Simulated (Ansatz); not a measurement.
**Two runs on HfN**

System: HfN (2 atoms in the cell).
Method of run A: DFT, r2SCAN, plane waves, PAW, no spin polarisation (Ansatz 0.2.0).

The structure derives from an entry of the Crystallography Open Database. Text and figures count atoms from 1; the logs count them from 0 in places.

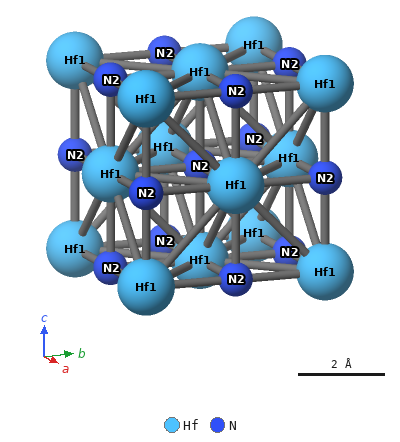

**Figure 1.** The starting structure (ball-and-stick view of the cell 4 times as large as that of the calculation, set on its symmetry axes, seen slightly off an axis; atoms are numbered from 1 in the order of the input). An atom can appear more than once, as a periodic image. Near neighbours in the periodic cell (some may lie outside the picture): Hf has 12 Hf at 3.19 Å and 6 N at 2.26 Å; N has 6 Hf at 2.26 Å.

### Input file, run A
```yaml
crystal:
  lattice:
    - [0.0, 2.256, 2.256]
    - [2.256, 0.0, 2.256]
    - [2.256, 2.256, 0.0]
  atoms:
    - { symbol: Hf, position: [0.0, 0.0, 0.0] }
    - { symbol: "N", position: [0.5, 0.5, 0.5] }
kpoints:
  mp_grid: { grid: [18, 18, 18] }
scf:
  occupations: { method: fermi_dirac, width: 0.08 }
  initial_density: { chi_scale: 0.3 }
hamiltonian:
  xc: r2scan
  pseudopotentials: { kind: paw }
relax:
  f_tol: 0.002
  max_steps: 80
  cell: {}
output:
  forces: true
  stress: true
basis:
  ecutrho_ratio: 9
```

Command:
```bash
ansatz run input.yaml --threads 1 --pin off --max-ram 2560MiB --backend cpu --events-out ev --progress --plain --runs-dir out
```

Hardware: 1 thread of Arm Neoverse V2, 24 GiB of memory available, shared host.

### Output, shortened to warnings, some set-up lines, iterations and results (run A)
```
Basis set: ecut = 500 eV, 561 PW (Γ), exchange–correlation on 144×144×144 points (64 copies of the dense FFT grid, shifted against one another)
Symmetry: 48 space group operations
k-points: 195 of 5832
Initial density: superposition of atomic densities (chi_scale 0.3, normalization cell, long waves kept (reshape's long-wave potential 0.00 eV rms))
[...]
SCF iter   1: F=—  HF=-16126.892350 eV  |F-HF|=—  |Δ(HF+E_count)|=         —  Δρ=2.92e-1  dr2=2.25e1  dr2_τ=6.75e-1  ethr=3.10e-3  ⟨swp⟩=4.4  Hψ=15408  notcnv=0
SCF iter   2: F=—  HF=-16121.737987 eV  |F-HF|=—  |Δ(HF+E_count)|=    5.15e0  Δρ=6.51e-2  dr2=8.60e-1  dr2_τ=5.41e-1  ethr=3.10e-3  ⟨swp⟩=3.1  Hψ=9574  notcnv=0  defer=3
SCF iter   3: F=—  HF=-16121.653909 eV  |F-HF|=—  |Δ(HF+E_count)|=   8.41e-2  Δρ=3.19e-2  dr2=2.16e-1  dr2_τ=3.64e-3  ethr=2.78e-3  ⟨swp⟩=2.1  Hψ=7610  notcnv=0  defer=3
SCF iter   4: F=—  HF=-16121.629219 eV  |F-HF|=—  |Δ(HF+E_count)|=   2.47e-2  Δρ=1.76e-2  dr2=4.83e-2  dr2_τ=4.16e-3  ethr=6.97e-4  ⟨swp⟩=2.5  Hψ=8327  notcnv=0  defer=8
SCF iter   5: F=—  HF=-16121.635954 eV  |F-HF|=—  |Δ(HF+E_count)|=   6.73e-3  Δρ=3.71e-3  dr2=2.07e-3  dr2_τ=3.53e-4  ethr=1.56e-4  ⟨swp⟩=2.0  Hψ=7980  notcnv=0  defer=8
[... 27 lines ...]
SCF iter   5: F=—  HF=-16121.638921 eV  |F-HF|=—  |Δ(HF+E_count)|=  3.18e-10  Δρ=1.09e-6  dr2=1.86e-10  dr2_τ=1.01e-11  ethr=1.46e-12  ⟨swp⟩=2.0  Hψ=6874  notcnv=0
SCF iter   6: F=—  HF=-16121.638921 eV  |F-HF|=—  |Δ(HF+E_count)|=  4.69e-10  Δρ=3.67e-7  dr2=3.12e-11  dr2_τ=1.74e-12  ethr=1.00e-12  ⟨swp⟩=2.0  Hψ=6971  notcnv=0
SCF iter   7: F=-16121.638921 eV  HF=-16121.638921 eV  |F-HF|=3.64e-12  |Δ(HF+E_count)|=  5.46e-11  Δρ=7.39e-8  dr2=9.93e-13  dr2_τ=5.49e-14  ethr=1.00e-12  ⟨swp⟩=5.3  …
SCF 4 converged in 7 iterations: F = -16121.638921 eV  dr2 = 9.93e-13
relax step   4: F+E_penalty+E_count = -16121.63892116 eV  Δ(F+E_penalty+E_count) = -6.045e-5 eV  max|allowed force component| = 2.301e-30 eV/Å  Δτ_max = 0.0000 Å  P = -0.019 …
basis re-selected at this cell: Δ(F+E_penalty+E_count) = -6.045e-5 eV, ΔP = -0.003 GPa vs the last step (what re-selecting the basis moved, of the pressure what is left beyond the Pulay correction that the steps carried, after the strain that the cell walked since its last selection, with what the …
SCF converged after 7 iterations
Free energy (F): -16121.638921 eV
Harris-Foulkes:  -16121.638921 eV  (|F-HF|=3.64e-12)
Internal energy: -16121.625955 eV  (E = F + TS)
E sigma→0 (E₀):  -16121.632438 eV
Entropy (-TS):   -0.012966 eV (-6.483 meV/atom)
Fermi energy:    23.910569 eV
--- Per-component energies (eV) ---
  E_band       = 159.104592
  E_kinetic    = 557.970555
  E_local      = -4737.552179  (includes V_loc(G=0)·N_el)
  E_nonlocal   = -1203.308575
  E_hartree    = 2250.297024
  E_xc         = -344.755121
  E_vxc        = -380.114688  (∫ρ·V_xc dr)
  E_paw        = -7080.818770  (= ΣΔE_a)
  E_vpaw       = 1402.314846  (= ΣTr[D̂ρ^β])
  E_aug_tail   = -0.000000  (compensation charges beyond the density's cutoff)
  E_vtau       = 19.200635  (kinetic-family band-sum trace: ∫τ·v_τ [+ j·A + Jᵃ·Aᵃ] dr)
  E_ewald      = -5563.750847
  E_core_change = 0.291957  (= ΣΔE_core)
  E_smearing   = -0.012966  (= −TS)
  E_closure    = -0.000000  (closes the sum)
  Σ components = -16121.638921   (vs F -16121.638921, Δ=0.00e0)
--- Forces (eV/Å), atoms counted from 1 ---
  atom   1  Hf    -0.00000000     0.00000000    -0.00000000
  atom   2  N      0.00000000    -0.00000000    -0.00000000
  max |Σ_I F_I| component: 3.19e-30 eV/Å
--- Stress (GPa, compression-positive) ---
       -0.018959      -0.000000      -0.000000
       -0.000000      -0.018959      -0.000000
       -0.000000      -0.000000      -0.018959
  P = ⅓ Tr σ = -0.0190 GPa (-0.190 kbar)
--- Relaxed structure (3 steps of the walk, 3 accepted, 1 SCFs on fresh bases) ---
  F+E_penalty+E_count = -16121.63892116 eV   max|allowed force component| = 2.301e-30 eV/Å   (the final SCF, on the basis selected at the relaxed cell)
  cell:  # Å, volume = 23.1744 Å³
    - [-7.388289447698605e-34, 2.2628687530654994, 2.2628687530654994]
    - [2.2628687530654994, 8.152595252632943e-34, 2.2628687530654994]
    - [2.2628687530654994, 2.2628687530654994, -4.8406034312508105e-34]
  atoms:
[...]
```

For run B the input was changed thus:
```diff
-  initial_density: { chi_scale: 0.3 }
-basis:
-  ecutrho_ratio: 9
+  write_density: true
+  write_potential: true
+  elf: true
+  volumetric_format: npy
```

What does this change do to the results?

The free energy of run B is 0.01 meV per atom lower, which comes mainly from the change of cutoff or grids; a solver setting shouldn't move a converged energy. The SCF takes 28 iterations over all geometry steps against 29. The two runs start from different initial densities, which also moves the count.

### Output, shortened to warnings, some set-up lines, iterations and results (run B)
```
Basis set: ecut = 500 eV, 561 PW (Γ), exchange–correlation on 96×96×96 points (64 copies of the dense FFT grid, shifted against one another)
Symmetry: 48 space group operations
k-points: 195 of 5832
Initial density: superposition of atomic densities (neutral atoms: chi_scale 0, normalization atom), corrected by the library's trained network
[...]
SCF iter   1: F=—  HF=-16121.582780 eV  |F-HF|=—  |Δ(HF+E_count)|=         —  Δρ=1.15e-2  dr2=2.63e-2  dr2_τ=1.41e-1  ethr=1.77e-3  ⟨swp⟩=4.5  Hψ=15434  notcnv=0
SCF iter   2: F=—  HF=-16121.638881 eV  |F-HF|=—  |Δ(HF+E_count)|=   5.61e-2  Δρ=7.58e-3  dr2=1.48e-2  dr2_τ=8.24e-4  ethr=8.49e-5  ⟨swp⟩=2.0  Hψ=9352  notcnv=0  defer=8
SCF iter   3: F=—  HF=-16121.637013 eV  |F-HF|=—  |Δ(HF+E_count)|=   1.87e-3  Δρ=4.82e-3  dr2=4.24e-3  dr2_τ=3.23e-4  ethr=4.78e-5  ⟨swp⟩=2.6  Hψ=6249  notcnv=0  defer=8
SCF iter   4: F=—  HF=-16121.637160 eV  |F-HF|=—  |Δ(HF+E_count)|=   1.47e-4  Δρ=1.81e-3  dr2=7.08e-4  dr2_τ=3.25e-5  ethr=1.37e-5  ⟨swp⟩=1.5  Hψ=5273  notcnv=0  defer=7
SCF iter   5: F=—  HF=-16121.637227 eV  |F-HF|=—  |Δ(HF+E_count)|=   6.72e-5  Δρ=3.63e-4  dr2=2.61e-5  dr2_τ=8.90e-7  ethr=2.28e-6  ⟨swp⟩=2.0  Hψ=6029  notcnv=0  defer=7
[... 26 lines ...]
SCF iter   4: F=—  HF=-16121.638933 eV  |F-HF|=—  |Δ(HF+E_count)|=   1.16e-9  Δρ=1.07e-6  dr2=2.04e-10  dr2_τ=3.02e-11  ethr=3.59e-12  ⟨swp⟩=2.0  Hψ=6686  notcnv=0
SCF iter   5: F=—  HF=-16121.638933 eV  |F-HF|=—  |Δ(HF+E_count)|=  2.00e-11  Δρ=8.68e-7  dr2=6.89e-11  dr2_τ=2.89e-11  ethr=1.00e-12  ⟨swp⟩=2.0  Hψ=6091  notcnv=0
SCF iter   6: F=-16121.638933 eV  HF=-16121.638933 eV  |F-HF|=1.09e-11  |Δ(HF+E_count)|=  5.15e-10  Δρ=1.79e-7  dr2=5.11e-12  dr2_τ=5.62e-13  ethr=1.00e-12  ⟨swp⟩=4.9  …
SCF 4 converged in 6 iterations: F = -16121.638933 eV  dr2 = 5.11e-12
relax step   4: F+E_penalty+E_count = -16121.63893300 eV  Δ(F+E_penalty+E_count) = -6.044e-5 eV  max|allowed force component| = 1.288e-29 eV/Å  Δτ_max = 0.0000 Å  P = -0.021 …
basis re-selected at this cell: Δ(F+E_penalty+E_count) = -6.044e-5 eV, ΔP = -0.001 GPa vs the last step (what re-selecting the basis moved, of the pressure what is left beyond the Pulay correction that the steps carried, after the strain that the cell walked since its last selection, with what the …
SCF converged after 6 iterations
Free energy (F): -16121.638933 eV
Harris-Foulkes:  -16121.638933 eV  (|F-HF|=1.09e-11)
Internal energy: -16121.625967 eV  (E = F + TS)
E sigma→0 (E₀):  -16121.632450 eV
Entropy (-TS):   -0.012966 eV (-6.483 meV/atom)
Fermi energy:    23.910391 eV
--- Per-component energies (eV) ---
  E_band       = 159.098735
  E_kinetic    = 557.969930
  E_local      = -4737.572926  (includes V_loc(G=0)·N_el)
  E_nonlocal   = -1203.308803
  E_hartree    = 2250.304569
  E_xc         = -344.754926
  E_vxc        = -380.114300  (∫ρ·V_xc dr)
  E_paw        = -7080.818560  (= ΣΔE_a)
  E_vpaw       = 1402.315136  (= ΣTr[D̂ρ^β])
  E_aug_tail   = 0.000016  (compensation charges beyond the density's cutoff)
  E_vtau       = 19.200609  (kinetic-family band-sum trace: ∫τ·v_τ [+ j·A + Jᵃ·Aᵃ] dr)
  E_ewald      = -5563.737225
  E_core_change = 0.291957  (= ΣΔE_core)
  E_smearing   = -0.012966  (= −TS)
  E_closure    = 0.000000  (closes the sum)
  Σ components = -16121.638933   (vs F -16121.638933, Δ=0.00e0)
--- Forces (eV/Å), atoms counted from 1 ---
  atom   1  Hf     0.00000000     0.00000000     0.00000000
  atom   2  N     -0.00000000     0.00000000     0.00000000
  max |Σ_I F_I| component: 1.63e-29 eV/Å
--- Stress (GPa, compression-positive) ---
       -0.021015       0.000000      -0.000000
        0.000000      -0.021015       0.000000
       -0.000000       0.000000      -0.021015
  P = ⅓ Tr σ = -0.0210 GPa (-0.210 kbar)
--- Relaxed structure (3 steps of the walk, 3 accepted, 1 SCFs on fresh bases) ---
  F+E_penalty+E_count = -16121.63893300 eV   max|allowed force component| = 1.288e-29 eV/Å   (the final SCF, on the basis selected at the relaxed cell)
  cell:  # Å, volume = 23.1745 Å³
    - [3.0572232197373556e-34, 2.2628742934752877, 2.2628742934752877]
    - [2.2628742934752877, 1.1209818472370299e-33, 2.2628742934752877]
    - [2.2628742934752877, 2.2628742934752877, -2.0381488131582358e-34]
  atoms:
[...]
```

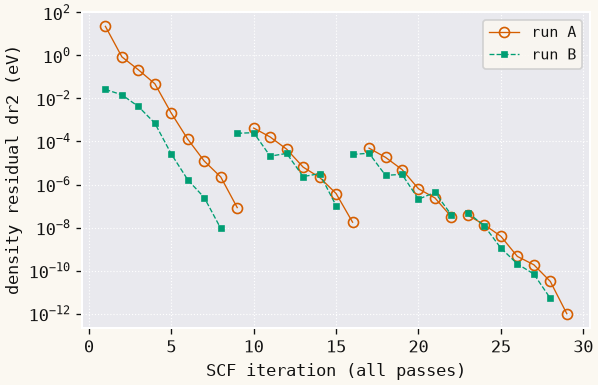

**Figure 2.** Convergence of the two runs: density residual dr2 against the SCF iteration. A break in a curve parts two SCF passes. Run A takes 29 iterations in all, and run B takes 28.

### The two runs side by side

```tsv
quantity	run A	run B
outcome	converged	converged
free energy per atom (eV)	−8060.8195	−8060.8195
energy per atom, smearing taken to zero (eV)	−8060.8162	−8060.8162
pressure (GPa)	−0.02	−0.02
largest force (eV/Å)	0.000	0.000
SCF iterations	29	28
irreducible k-points	195	195
wall time (shared host)	37 s	35 s
```

For both runs: Spin–orbit coupling is left out, which matters for Hf. The cell holds an odd number of electrons but the run has no spin polarisation, so a band is left half filled.
